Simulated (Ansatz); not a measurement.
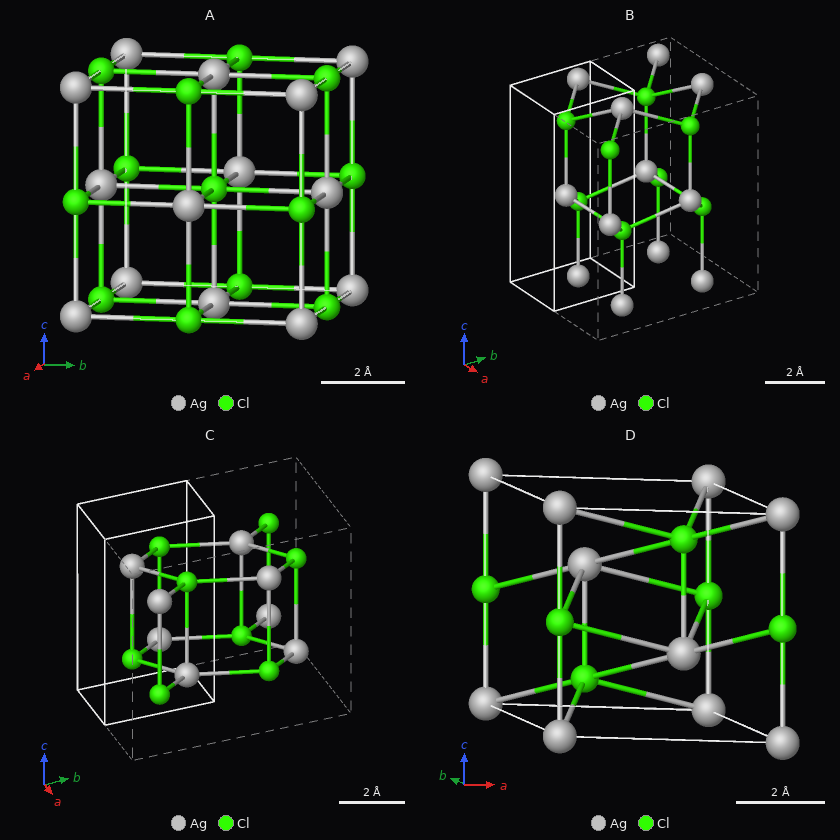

Four structures of AgCl, each relaxed to rest (conventional cells in solid outline, small ones repeated, each panel with its own scale). Method: DFT PBE, scalar-relativistic, plane waves, PAW (Ansatz), without spin polarisation.

Give the type and space group of each panel.

A: rock salt (NaCl type), Fm-3m; B: wurtzite, P6_3mc; C: 4 atoms a cell on a primitive hexagonal lattice, P6_3/mmc; D: 6 atoms a cell on a rhombohedral (trigonal R) lattice, R-3m.

Which of these is lowest in energy, and how far above it do the others lie?

B, then C (+13 meV/atom), A (+26 meV/atom) and D (+140 meV/atom), energies at zero smearing.

Collect the results in a table.

| panel | structure | E − E(lowest) (meV/atom) | volume (Å³/atom) | gap (eV) |
| --- | --- | --- | --- | --- |
| B | P6_3mc | 0 | 27.8 | 1.31 |
| C | P6_3/mmc | 13 | 26.4 | 1.33 |
| A | Fm-3m | 26 | 22.1 | 0.92 |
| D | R-3m | 140 | 20.8 | 0.45 |

The same structures were relaxed again with HSE06. Does the order change?

Yes. HSE06 gives C, B, A, D, lowest first.

| panel | PBE (meV/atom) | HSE06 (meV/atom) |
| --- | --- | --- |
| B | 0 | 0 |
| C | 13 | 0 |
| A | 26 | 9 |
| D | 140 | 10 |

Some of these may be structure types tried for this composition rather than known phases, and the most stable form need not be among them. Gaps are taken on the k-mesh or band path of each run.
